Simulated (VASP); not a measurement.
**MoS2: a changed input and its effect**

System: MoS2 (6 atoms in the cell).
Method of run 1: Kohn-Sham DFT of a periodic cell, LDA, VASP PAW LDA potentials, recommended, no spin polarisation (VASP 6.6.1).

The structure was built on a prototype by a generator; it need not be a known phase. 

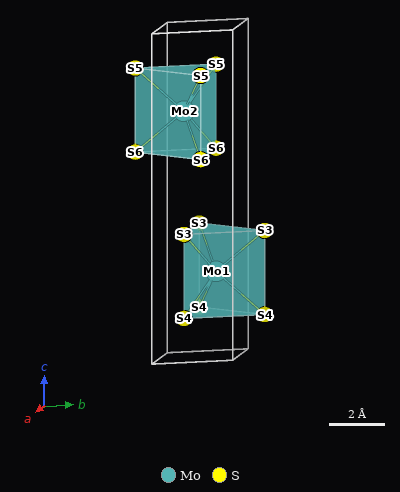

**Figure 1.** The structure (polyhedral view of the cell of the calculation, seen slightly off an axis; polyhedra are completed across the faces of the cell; atoms are numbered from 1 in the order of the input).

INCAR, run 1:
```
SYSTEM = MoS2
PREC = Accurate
ENCUT = 520
EDIFF = 1E-6
ISMEAR = -1
SIGMA = 0.05
LREAL = .FALSE.
LASPH = .TRUE.
NELM = 80
ALGO = Fast
ISIF = 2
LWAVE = .FALSE.
LCHARG = .TRUE.
GGA = CA
LELF = .TRUE.
LVHAR = .TRUE.
```

KPOINTS, run 1:
```
regular mesh
0
G
  8 8 2
  0 0 0
```

POSCAR, run 1:
```
MoS2
1.0
    3.1610000000      0.0000000000      0.0000000000
   -1.5805000000      2.7375063014      0.0000000000
    0.0000000000      0.0000000000     12.2950000000
Mo S
2 4
Direct
    0.3333333333      0.6666666667      0.2500000000
    0.6666666667      0.3333333333      0.7500000000
    0.6666666667      0.3333333333      0.3772875153
    0.6666666667      0.3333333333      0.1227124847
    0.3333333333      0.6666666667      0.8772875153
    0.3333333333      0.6666666667      0.6227124847
```

Launched with:
```bash
cat potpaw_LDA.64/Mo_sv/POTCAR potpaw_LDA.64/S/POTCAR > POTCAR
mpirun -np 1 vasp_std > vasp.out
```

Hardware: 1 thread of Intel Xeon @ 2.90GHz (Ice Lake), 128 GiB of memory available, shared host.

OSZICAR and lines of OUTCAR (run 1):
```
N       E                     dE             d eps       ncg     rms          rms(c)
DAV:   1     0.480862461106E+03    0.48086E+03   -0.29294E+04  1360   0.159E+03
DAV:   2    -0.215142458909E+02   -0.50238E+03   -0.49183E+03  1497   0.419E+02
DAV:   3    -0.511865985895E+02   -0.29672E+02   -0.29470E+02  1577   0.878E+01
DAV:   4    -0.518796903995E+02   -0.69309E+00   -0.69115E+00  1509   0.130E+01
DAV:   5    -0.518955003147E+02   -0.15810E-01   -0.15804E-01  1548   0.196E+00    0.349E+01
RMM:   6    -0.494510576879E+02    0.24444E+01   -0.19701E+01  1336   0.208E+01    0.105E+01
RMM:   7    -0.489213747450E+02    0.52968E+00   -0.26613E+00  1240   0.840E+00    0.793E+00
RMM:   8    -0.489150667252E+02    0.63080E-02   -0.12285E+00  1375   0.503E+00    0.169E+00
RMM:   9    -0.489085604423E+02    0.65063E-02   -0.27514E-01  1443   0.228E+00    0.104E+00
RMM:  10    -0.489057033566E+02    0.28571E-02   -0.57516E-02  1520   0.933E-01    0.288E-01
RMM:  11    -0.489059726591E+02   -0.26930E-03   -0.12312E-02  1557   0.427E-01    0.172E-01
RMM:  12    -0.489060701696E+02   -0.97511E-04   -0.20775E-03  1605   0.194E-01    0.580E-02
RMM:  13    -0.489060815196E+02   -0.11350E-04   -0.45501E-04  1504   0.101E-01    0.412E-02
RMM:  14    -0.489060912271E+02   -0.97075E-05   -0.15073E-04  1647   0.472E-02    0.163E-02
RMM:  15    -0.489060917298E+02   -0.50271E-06   -0.29401E-05  1408   0.207E-02    0.852E-03
RMM:  16    -0.489060922969E+02   -0.56711E-06   -0.10406E-05  1272   0.130E-02    0.358E-03
RMM:  17    -0.489060924039E+02   -0.10699E-06   -0.28660E-06   969   0.550E-03
   1 F= -.48906092E+02 E0= -.48906089E+02  d E =-.621849E-05
[... from OUTCAR:]
  free energy    TOTEN  =       -48.90609240 eV
  energy without entropy =      -48.90608619  energy(sigma->0) =      -48.90608929
 E-fermi :   7.8419     XC(G=0): -11.1568     alpha+bet :-13.6174
  free  energy   TOTEN  =       -48.9060924039 eV
  energy  without entropy=      -48.9060861854  energy(sigma->0) =      -48.90608929
```

For run 2 the input was changed thus:
```diff
-GGA = CA
+GGA = PE
+IVDW = 13
```

How does run 2 compare with run 1?

The total energies belong to different models, so their difference says nothing on which is more stable or more accurate. The gap on the mesh goes from 0.91 to 0.99 eV. The pressure goes from −4.84 to −0.96 GPa. The largest force goes from 0.416 to 0.050 eV/Å. The functional changes from LDA to PBE. The number of SCF iterations is the same.

OSZICAR and lines of OUTCAR (run 2):
```
N       E                     dE             d eps       ncg     rms          rms(c)
DAV:   1     0.459933276342E+03    0.45993E+03   -0.29724E+04  1368   0.159E+03
DAV:   2    -0.201239976373E+02   -0.48006E+03   -0.47031E+03  1536   0.403E+02
DAV:   3    -0.459710774739E+02   -0.25847E+02   -0.25660E+02  1626   0.814E+01
DAV:   4    -0.465112487189E+02   -0.54017E+00   -0.53890E+00  1504   0.119E+01
DAV:   5    -0.465291587894E+02   -0.17910E-01   -0.17904E-01  1629   0.187E+00    0.343E+01
RMM:   6    -0.440904599064E+02    0.24387E+01   -0.20156E+01  1350   0.199E+01    0.114E+01
RMM:   7    -0.435933087086E+02    0.49715E+00   -0.26075E+00  1263   0.791E+00    0.752E+00
RMM:   8    -0.436095186596E+02   -0.16210E-01   -0.11353E+00  1418   0.460E+00    0.113E+00
RMM:   9    -0.436052179902E+02    0.43007E-02   -0.24226E-01  1489   0.201E+00    0.935E-01
RMM:  10    -0.436006236174E+02    0.45944E-02   -0.55898E-02  1462   0.112E+00    0.214E-01
RMM:  11    -0.436011996924E+02   -0.57608E-03   -0.13163E-02  1605   0.466E-01    0.840E-02
RMM:  12    -0.436013045789E+02   -0.10489E-03   -0.22893E-03  1626   0.179E-01    0.271E-02
RMM:  13    -0.436013513793E+02   -0.46800E-04   -0.58632E-04  1616   0.802E-02    0.117E-02
RMM:  14    -0.436013627750E+02   -0.11396E-04   -0.14306E-04  1555   0.385E-02    0.949E-03
RMM:  15    -0.436013664587E+02   -0.36837E-05   -0.51499E-05  1429   0.201E-02    0.258E-03
RMM:  16    -0.436013678575E+02   -0.13988E-05   -0.12902E-05  1172   0.986E-03    0.234E-03
RMM:  17    -0.436013684015E+02   -0.54401E-06   -0.57822E-06   982   0.451E-03
   1 F= -.46165971E+02 E0= -.46165969E+02  d E =-.312090E-05
[... from OUTCAR:]
  energy without entropy =      -43.60136528  energy(sigma->0) =      -43.60136684
 E-fermi :   8.0087     XC(G=0): -10.8583     alpha+bet :-13.5684
  external pressure =       -9.56 kB  Pullay stress =        0.00 kB
  free  energy   TOTEN  =       -46.1659708361 eV
  energy  without entropy=      -46.1659677152  energy(sigma->0) =      -46.16596928
```

The two runs side by side:

| quantity | run 1 | run 2 |
| --- | --- | --- |
| outcome | converged | converged |
| free energy per atom (eV) | −8.1510 | −7.6943 |
| gap on the mesh (eV) | 0.91 | 0.99 |
| pressure (GPa) | −4.84 | −0.96 |
| largest force (eV/Å) | 0.416 | 0.050 |
| SCF iterations | 17 | 17 |
| irreducible k-points | 20 | 20 |
| plane waves at Γ | 2886 | 2886 |
